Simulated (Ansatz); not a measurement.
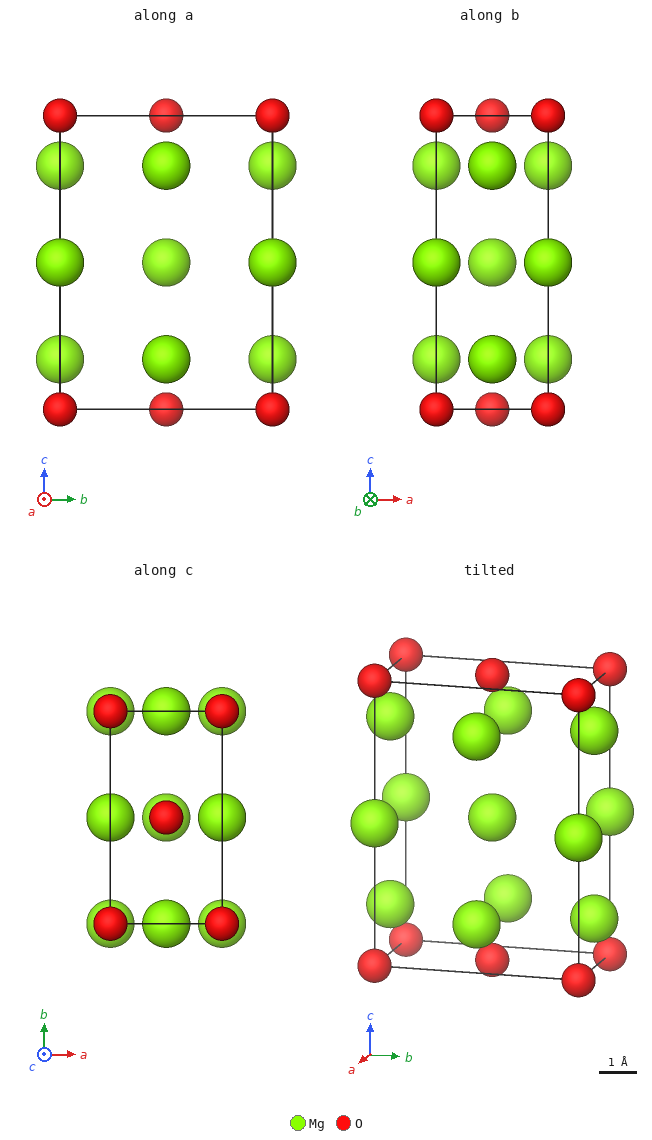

Drawn in the spheres-only manner and seen along the a axis, along the b axis, along the c axis and slightly off an axis. The outline marks the conventional unit cell.

Lattice parameters: a = 3.0388 Å, b = 5.7833 Å, c = 7.9955 Å, α = 90.000°, β = 90.000°, γ = 90.000°.

Q: Record the structure as a CIF with its space group and independent sites, with free fractional coordinates to two decimals.

A:
```cif
data_structure
_symmetry_space_group_name_H-M 'C m m m'
_symmetry_Int_Tables_number 65
_cell_length_a 3.0388
_cell_length_b 5.7833
_cell_length_c 7.9955
_cell_angle_alpha 90.000
_cell_angle_beta 90.000
_cell_angle_gamma 90.000
_cell_volume 140.52
loop_
_atom_site_label
_atom_site_type_symbol
_atom_site_symmetry_multiplicity
_atom_site_Wyckoff_symbol
_atom_site_fract_x
_atom_site_fract_y
_atom_site_fract_z
_atom_site_occupancy
Mg1 Mg 4 l 0.50 0.00 0.83 1
Mg2 Mg 2 d 0.00 0.00 0.50 1
O1 O 2 a 0.00 0.00 0.00 1
```

The model was built from a structure type filled with these elements by a generator (whether the compound takes this form wasn't checked). The final geometry of a relaxation with Ansatz, DFT PBE, scalar-relativistic, plane waves, PAW is shown.
